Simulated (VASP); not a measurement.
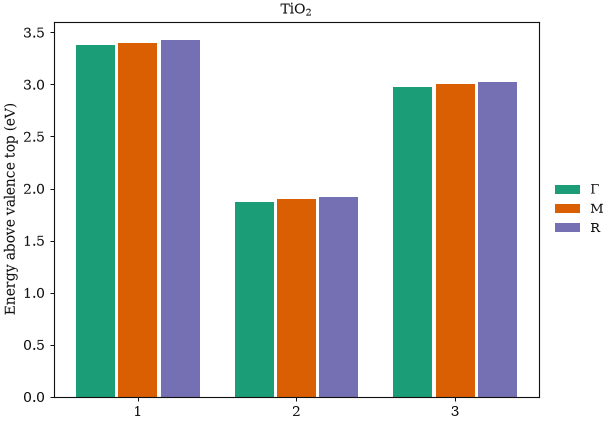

Lowest conduction level at each named k point, counted from the valence-band top at Γ, by several methods on one cell of rutile TiO2, space group P4_2/mnm, 6 atoms in the cell; a = 4.593 Å, c = 2.942 Å (tetragonal axes). All runs are without spin-orbit coupling and carry no moments. The cell is at 7 GPa in PBE.

### Which column is which method? They are PBE, HSE06 and PBE-EpsX.

1 is HSE06; 2 is PBE; 3 is PBE-EpsX.

| method | program | Γ (eV) | M (eV) | R (eV) |
| --- | --- | --- | --- | --- |
| PBE | VASP | 1.87 | 1.90 | 1.92 |
| PBE-EpsX | VASP | 2.98 | 3.00 | 3.02 |
| HSE06 | VASP | 3.38 | 3.40 | 3.43 |

### Does HSE06 shift these levels rigidly from PBE?

The shifts are +1.51 eV at Γ, +1.50 eV at M and +1.51 eV at R, and at points that aren't plotted +1.59 eV (X), +1.60 eV (Z) and +1.58 eV (A): over the named points that both runs hold, a spread of 0.10 eV on a mean of 1.55 eV, so one shift describes them well.

Settings. PBE: VASP PAW PBE potentials, release 64 (Ti_sv, O), 4×4×6 k mesh, 520 eV cutoff, Gaussian smearing of 0.03 eV (VASP 6.6.1). PBE-EpsX: a hybrid whose share of exact exchange is set to 1/ε∞, VASP PAW PBE potentials, release 64 (Ti_sv, O), 4×4×6 k mesh, 520 eV cutoff, Gaussian smearing of 0.03 eV (VASP 6.6.1). HSE06: VASP PAW PBE potentials, release 64 (Ti_sv, O), 4×4×6 k mesh, 520 eV cutoff, Gaussian smearing of 0.03 eV (VASP 6.6.1).

These are three of the 5 methods that were run on this cell. The cell was derived from a database entry in an earlier step, so it needn't be the measured one. PBE-EpsX and HSE06: the PAW data sets were made with another functional. PBE-EpsX and HSE06: the k mesh is thin for exact exchange. LDA, GGA and most meta-GGA functionals understate gaps.
